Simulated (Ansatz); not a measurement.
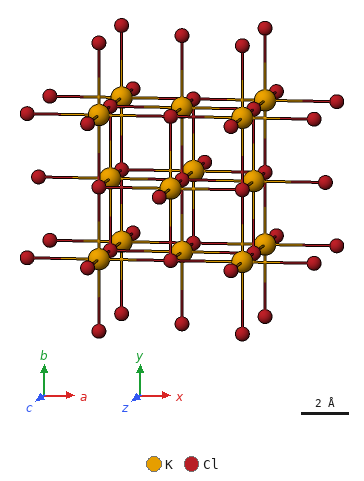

A crystal of KCl (Fm-3m): the cell is strained equally along x and y, with the atoms kept at their fractional coordinates. x, y and z are the Cartesian axes of the input. The picture shows the reference cell. A ball-and-stick model of the conventional cell (4 times the calculation's cell), seen along the c axis, with a slight tilt. Lengths and directions refer to the drawn axes.

Theory: DFT r2SCAN, scalar-relativistic, plane waves, PAW in Ansatz 0.2.0. Set-up: plane-wave cutoff 500 eV; k-point mesh 6 × 6 × 6; occupations gaussian; smearing width 0.05 eV; no spin polarisation. Energies (free energies at the smearing named) are counted from the cell as listed in its source, which wasn't relaxed.

Input
```yaml
crystal:
  lattice:
    - [0.0, 3.1561, 3.1561]
    - [3.1561, 0.0, 3.1561]
    - [3.1561, 3.1561, 0.0]
  atoms:
    - { symbol: K, position: [0.0, 0.0, 0.0] }
    - { symbol: Cl, position: [0.5, 0.5, 0.5] }
basis:
  ecutwfc: 500
kpoints:
  mp_grid: { grid: [6, 6, 6] }
hamiltonian:
  xc: r2scan
scf:
  occupations: { method: gaussian, width: 0.05 }
output:
  forces: true
  stress: true
  eigenvalues: true
```

Command:
```bash
ansatz run input.yaml --threads 1 --pin off --max-ram 2560MiB --backend cpu --events-out ev --progress --plain --runs-dir out
```

What energies does the calculation give (the strain: −0.0600, −0.0450, −0.0300, −0.0150, 0.0000, 0.0150, 0.0300, 0.0450, 0.0525, 0.0600)?

Answer.
```csv
strain,energy change (meV/atom)
−0.0600,41.9
−0.0450,21.1
−0.0300,8.0
−0.0150,1.3
0.0000,0.0
0.0150,3.0
0.0300,9.7
0.0450,19.2
0.0525,24.9
0.0600,31.0
```

The lowest computed point lies at the strain 0.00 (0.0 meV/atom). At the ends of the scan the energy is 41.9 meV/atom (−0.06) and 31.0 meV/atom (0.06). The curvature at zero strain, (1/V) d²E/dε², is about 100 GPa; it is C₁₁ + C₂₂ + 2C₁₂ with clamped ions. The distortion takes the space group from Fm-3m to I4/mmm. At the strain −0.06 the cell of the drawing goes a 6.312 → 5.933 Å, b 6.312 → 5.933 Å.

As a plot:

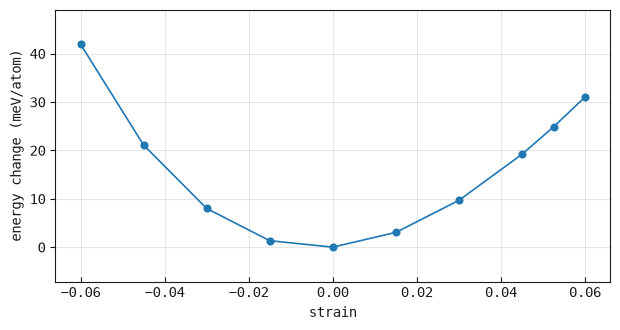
